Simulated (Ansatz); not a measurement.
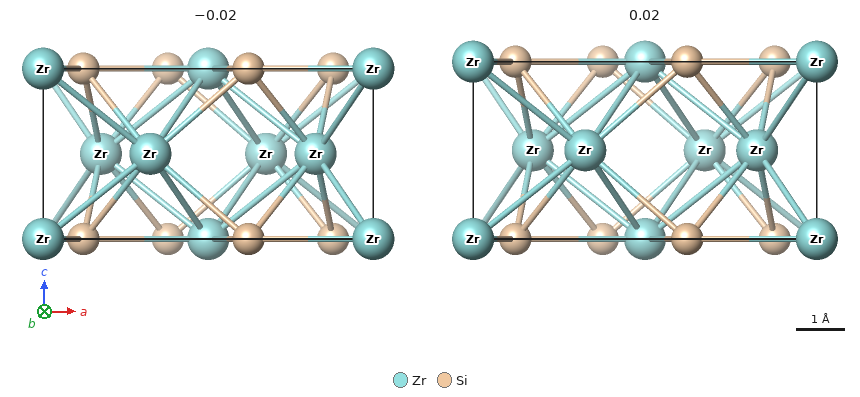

A crystal of Zr₃Si₂ (set up in P4/mbm), under equal strain along all axes (cell held, atoms relaxed), with energies (extrapolated to zero smearing) counted from the relaxed crystal, which is the row at zero. The picture shows the first and the last member. A ball-and-stick model of the cell of the calculation, seen along the b axis.

Computed with Ansatz 0.2.0: DFT PBEsol, scalar-relativistic, plane waves, PAW. Set-up: plane-wave cutoff 420 eV; k-point mesh 6 × 6 × 10; occupations gaussian; smearing width 0.1 eV; no spin polarisation; atoms relaxed in a fixed cell; force threshold 0.008 eV/Å.

```
strain  energy (meV/atom)  a (Å)  c (Å)
 −0.02              30.90  6.924  3.572
 −0.01                  ?      ?      ?
   0.0               0.00  7.066  3.644
  0.01               7.11  7.136  3.681
  0.02              27.58  7.207  3.717
```

Question: Estimate the missing row from the others, and compare with the calculation.

Answer: A parabola through three neighbouring rows (−0.02, 0.0, 0.01) gives, with Lagrange weights, (0.3333)(30.90) + (1.0000)(0.00) + (−0.3333)(7.11) = 7.93 meV/atom. The calculation gives 7.48 meV/atom (a = 6.995 Å, c = 3.608 Å). The estimate is 0.45 meV/atom too high. From the first member to the last: Zr–Zr 3.118 → 3.248 Å, Si–Si 2.390 → 2.504 Å, Si–Zr 2.671 → 2.785 Å.

The whole series:

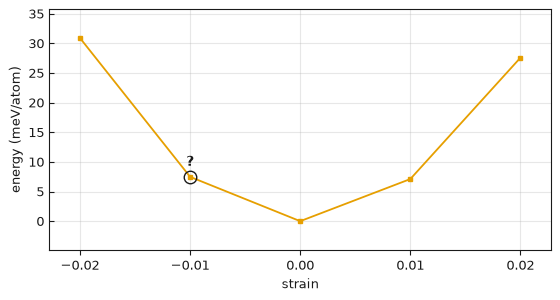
